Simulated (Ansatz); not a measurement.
Run report: Pd, single-point calculation (part 2 of 2)

The same run, continued: Pd (slab, 12 atoms in the cell); DFT PBE, scalar-relativistic, plane waves, PAW, no spin polarisation (Ansatz 0.2.0); cutoff 420 eV, 9×9×1 k-mesh, Gaussian smearing of 0.1 eV. The structure derives from an entry of the Crystallography Open Database. It belongs to a series of runs on one base structure; here: the film alone at its places in the stack.

Geometry of the input (Å; fractional positions):
```
5.5745  0.0000  0.0000
-2.7872  4.8276  0.0000
0.0000  0.0000  30.7336
Pd 0.4987  0.8319  0.5983
Pd -0.0001  0.8347  0.5983
Pd 0.5015  0.3335  0.5983
Pd -0.0000  0.3333  0.6022
Pd 0.3333  0.0000  0.6740
Pd 0.8323  -0.0026  0.6751
Pd 0.3360  0.5016  0.6751
Pd 0.8317  0.5010  0.6751
Pd 0.1670  0.1670  0.7495
Pd 0.6666  0.1663  0.7495
Pd 0.1664  0.6667  0.7495
Pd 0.6667  0.6667  0.7501
```

Output, continued
```
  k-point 0: bands = ["-83.8333", "-83.8056", "-83.8056", "-83.7865", "-83.5343", "-83.4889", "-83.4623", "-83.4540", "-83.4540", "-83.4382", "-83.4170", "-83.4170", "-49.7072", "-49.6935", "-49.6935", "-49.5594", "-49.5462", "-49.5462", "-49.5176", "-49.4916", "-49.4860", "-49.4860", "-49.4452", "-49.4452", "-49.4235", "-49.4183", "-49.4183", "-49.4041", "-49.4041", "-49.3806", "-49.2357", "-49.2357", "-49.2330", "-49.2330", "-49.2306", "-49.2001", "-49.1657", "-49.1657", "-49.1444", "-49.1444", "-49.0862", "-49.0249", "-49.0036", "-48.9943", "-48.9943", "-48.9669", "-48.9483", "-48.9483", "-5.9021", "-4.6274", "-4.5445", "-4.4717", "-4.4717", "-4.4637", "-4.2846", "-4.2644", "-4.2644", "-4.0490", "-4.0490", "-4.0322", "-3.9189", "-3.9189", "-3.9064", "-2.8782", "-2.8782", "-2.8536", "-2.6195", "-2.6046", "-2.6046", "-2.4698", "-2.3603", "-2.3603", "-2.1482", "-2.1482", "-2.0172", "-2.0172", "-1.9511", "-1.9511", "-1.9500", "-1.9180", "-1.3488", "-1.2815", "-1.2815", "-0.8931", "-0.8931", "-0.8736", "-0.8736", "-0.8454", "-0.7332", "-0.7332", "-0.7296", "-0.4080", "-0.4080", "-0.0888", "-0.0752", "-0.0752", "-0.0293", "0.0058", "0.0058", "0.0273", "0.0273", "0.2048", "0.2048", "0.2049", "0.2343", "0.4053", "0.4053", "0.4251", "0.4401", "0.4401", "0.4608", "1.6527", "2.3040", "2.3040", "2.3118", "3.6093", "3.6180", "3.6180", "3.8659", "3.9047", "3.9047", "5.1579", "5.3185", "5.5347", "6.0648", "6.4930", "7.1727", "7.1727", "7.1852", "7.3422"]
  k-point 1: bands = ["-83.8324", "-83.8063", "-83.8056", "-83.7867", "-83.5342", "-83.4880", "-83.4626", "-83.4545", "-83.4540", "-83.4377", "-83.4176", "-83.4170", "-49.7016", "-49.6888", "-49.6865", "-49.5580", "-49.5449", "-49.5448", "-49.5160", "-49.4954", "-49.4905", "-49.4850", "-49.4410", "-49.4385", "-49.4264", "-49.4202", "-49.4181", "-49.4018", "-49.4003", "-49.3767", "-49.2403", "-49.2379", "-49.2370", "-49.2341", "-49.2303", "-49.2023", "-49.1739", "-49.1678", "-49.1523", "-49.1463", "-49.0857", "-49.0242", "-49.0037", "-48.9948", "-48.9943", "-48.9665", "-48.9488", "-48.9483", "-5.8065", "-4.5350", "-4.4712", "-4.4335", "-4.4031", "-4.3946", "-4.2449", "-4.2163", "-4.2036", "-4.0150", "-4.0115", "-3.9969", "-3.8743", "-3.8431", "-3.8315", "-2.8727", "-2.8623", "-2.8367", "-2.5896", "-2.5718", "-2.5703", "-2.4634", "-2.4182", "-2.3014", "-2.2517", "-2.1010", "-2.0434", "-2.0027", "-1.9788", "-1.9570", "-1.9254", "-1.9165", "-1.3999", "-1.3412", "-1.3332", "-0.9670", "-0.9477", "-0.9109", "-0.9025", "-0.8598", "-0.7928", "-0.7608", "-0.7566", "-0.6096", "-0.4108", "-0.1893", "-0.1422", "-0.1356", "-0.0966", "-0.0717", "-0.0412", "-0.0339", "0.0292", "0.0465", "0.0524", "0.1333", "0.2434", "0.2581", "0.3222", "0.3234", "0.3411", "0.3623", "0.4995", "1.6712", "1.9693", "2.4053", "2.4114", "2.6950", "3.4157", "3.4200", "4.3783", "4.4173", "4.4766", "5.2344", "5.4033", "5.6125", "6.1480", "6.5675", "7.2548", "7.2553", "7.2954", "7.3967"]
  k-point 2: bands = ["-83.8299", "-83.8082", "-83.8056", "-83.7873", "-83.5338", "-83.4856", "-83.4636", "-83.4560", "-83.4540", "-83.4364", "-83.4193", "-83.4170", "-49.6876", "-49.6756", "-49.6648", "-49.5541", "-49.5422", "-49.5419", "-49.5124", "-49.5079", "-49.5028", "-49.4796", "-49.4510", "-49.4306", "-49.4250", "-49.4195", "-49.4024", "-49.3949", "-49.3877", "-49.3646", "-49.2531", "-49.2514", "-49.2485", "-49.2356", "-49.2251", "-49.2061", "-49.1974", "-49.1745", "-49.1736", "-49.1514", "-49.0847", "-49.0222", "-49.0041", "-48.9958", "-48.9940", "-48.9654", "-48.9504", "-48.9483", "-5.5311", "-4.3520", "-4.2812", "-4.2465", "-4.2078", "-4.1951", "-4.1610", "-4.0604", "-4.0343", "-3.9156", "-3.9003", "-3.8861", "-3.7547", "-3.6236", "-3.6091", "-2.8733", "-2.8441", "-2.7781", "-2.5788", "-2.5164", "-2.4969", "-2.4739", "-2.4656", "-2.4037", "-2.1388", "-2.1333", "-2.0934", "-2.0855", "-1.9650", "-1.9556", "-1.8677", "-1.7798", "-1.5758", "-1.5258", "-1.5193", "-1.1535", "-1.1237", "-1.0741", "-0.9773", "-0.9633", "-0.8965", "-0.8727", "-0.8548", "-0.8446", "-0.5435", "-0.5226", "-0.4265", "-0.4187", "-0.3307", "-0.2886", "-0.2747", "-0.2029", "-0.1887", "-0.1642", "-0.0313", "0.0090", "0.0108", "0.0432", "0.0955", "0.1740", "0.2401", "0.2416", "0.5494", "0.9787", "1.6203", "2.5449", "2.5516", "2.6550", "3.4494", "3.4578", "4.1556", "5.0533", "5.1006", "5.4628", "5.6575", "5.8456", "6.3976", "6.7904", "7.1674", "7.3913", "7.3943", "7.6862"]
  k-point 14: bands = ["-83.8186", "-83.8162", "-83.8082", "-83.7881", "-83.5329", "-83.4763", "-83.4655", "-83.4654", "-83.4520", "-83.4286", "-83.4285", "-83.4166", "-49.6218", "-49.6175", "-49.5848", "-49.5821", "-49.5775", "-49.5380", "-49.5345", "-49.5343", "-49.5051", "-49.4799", "-49.4721", "-49.4719", "-49.3725", "-49.3715", "-49.3569", "-49.3415", "-49.3212", "-49.3204", "-49.3175", "-49.3015", "-49.2974", "-49.2882", "-49.2224", "-49.2222", "-49.2172", "-49.2091", "-49.2086", "-49.1852", "-49.0823", "-49.0157", "-49.0037", "-49.0027", "-48.9922", "-48.9588", "-48.9582", "-48.9480", "-4.0464", "-4.0433", "-4.0190", "-3.5259", "-3.5018", "-3.4978", "-3.4390", "-3.4280", "-3.3859", "-3.3402", "-3.3299", "-3.3013", "-3.2693", "-3.2599", "-3.2510", "-2.9259", "-2.9036", "-2.7380", "-2.7314", "-2.7277", "-2.6269", "-2.6255", "-2.6140", "-2.4519", "-2.3834", "-2.3752", "-2.3670", "-2.3610", "-2.2599", "-2.2508", "-2.0418", "-2.0185", "-1.9806", "-1.9442", "-1.7777", "-1.7649", "-1.7630", "-1.7552", "-1.7271", "-1.7183", "-1.2071", "-1.1872", "-1.1543", "-1.0629", "-1.0464", "-0.8941", "-0.8489", "-0.8485", "-0.7197", "-0.7050", "-0.6831", "-0.3519", "-0.3161", "-0.2947", "-0.2177", "-0.2111", "-0.1423", "-0.1166", "-0.1134", "-0.0697", "-0.0286", "-0.0147", "0.0160", "0.5721", "0.5961", "0.6249", "2.9766", "2.9814", "2.9897", "5.4873", "5.4998", "5.5753", "6.5651", "6.5664", "6.7443", "7.1785", "7.1794", "7.1837", "7.4266", "7.5802", "7.5819", "7.5820"]
```

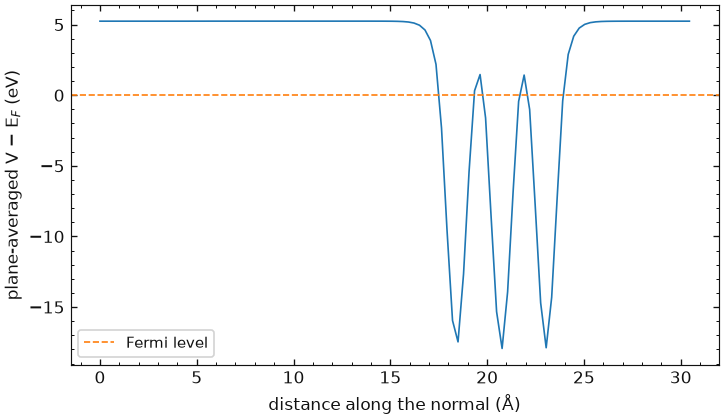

Figure 1. Plane average of the electrostatic potential energy of an electron across the cell, from the Fermi level. The vacuum level lies 5.24 eV above the Fermi level.

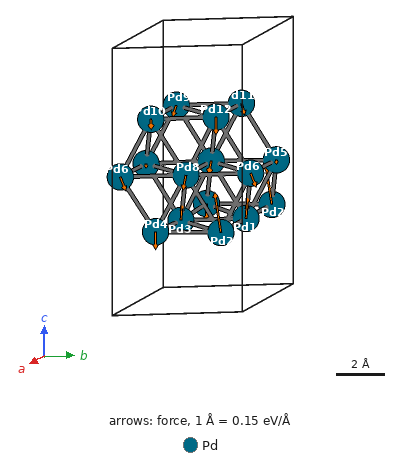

Figure 2. Forces on the atoms as orange arrows (ball-and-stick view of the cell of the calculation, with the vacuum cut short, seen slightly off an axis; atoms are numbered from 1 in the order of the input). The largest act on Pd1, Pd2, Pd3 (0.27 eV/Å); Pd4, Pd12 (0.12 eV/Å); Pd6, Pd7, Pd8 (0.10 eV/Å); Pd9, Pd10, Pd11 (0.08 eV/Å). The geometry is not a stationary point of this energy.

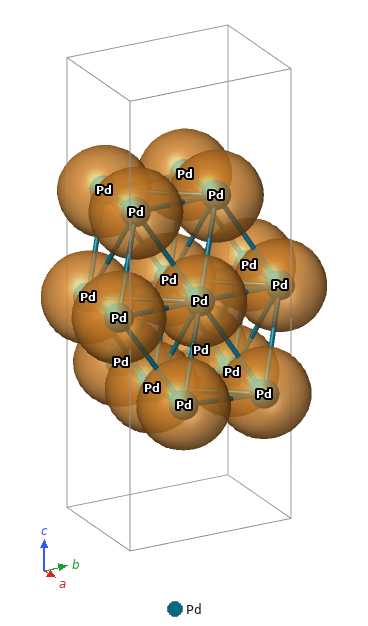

Figure 3. Isosurface of the valence pseudo-density at 0.4 e/Å³ (orange), seen slightly off an axis. Sticks mark near contacts. At this value the density breaks into separate islands; it holds about 85 % of the electrons treated as valence (semicore included). It is pinched off along the Pd–Pd (2.77 Å), Pd–Pd (2.81 Å) and Pd–Pd (2.86 Å) contacts. On the grid the lowest density along these lines, outside the cores, is 0.29 e/Å³ (Pd–Pd, 2.77 Å), 0.26 e/Å³ (Pd–Pd, 2.81 Å) and 0.25 e/Å³ (Pd–Pd, 2.86 Å). Core electrons are frozen (PAW), so the fields are smoothed inside the atomic spheres.

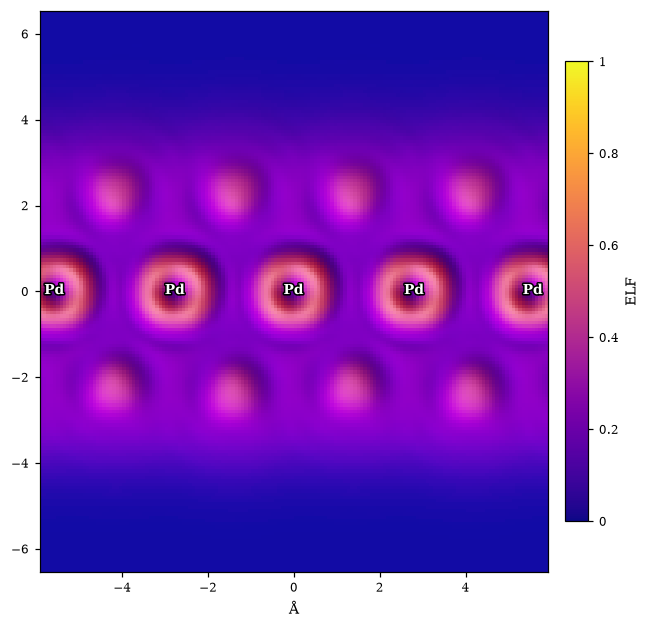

Figure 4. Electron localisation function on the (100) plane of the calculation cell, a cut from vacuum to vacuum. Atoms in the plane: Pd. Pd–Pd (2.77 Å): the ELF is about 0.20 at the midpoint; no shared electron pair. Pd–Pd (2.81 Å): the ELF is about 0.20 at the midpoint; no shared electron pair. The strong features right at Pd lie inside the PAW spheres (semicore, d or f shells) and say nothing about bonding.

Results in brief

| quantity | value |
| --- | --- |
| outcome | converged |
| electrons treated | 216 |
| free energy | −83669.6190 eV |
| work function, top face | 5.24 eV |
| work function, bottom face | 5.25 eV |
| Fermi energy | 0.104 eV |
| gap on the k-point mesh | none (metallic) |
| work function (upper face) | 5.24 eV |
| largest force (length of the vector) | 0.272 eV/Å |
| hardware | 8 threads of AMD EPYC (Zen 5), 64 GiB of memory available, shared host |
| wall time | 11 s (CPU time 87 s) |
| peak memory | 4.1 GiB |

The program warns: the exchange-correlation potential is rough where the density is thin.
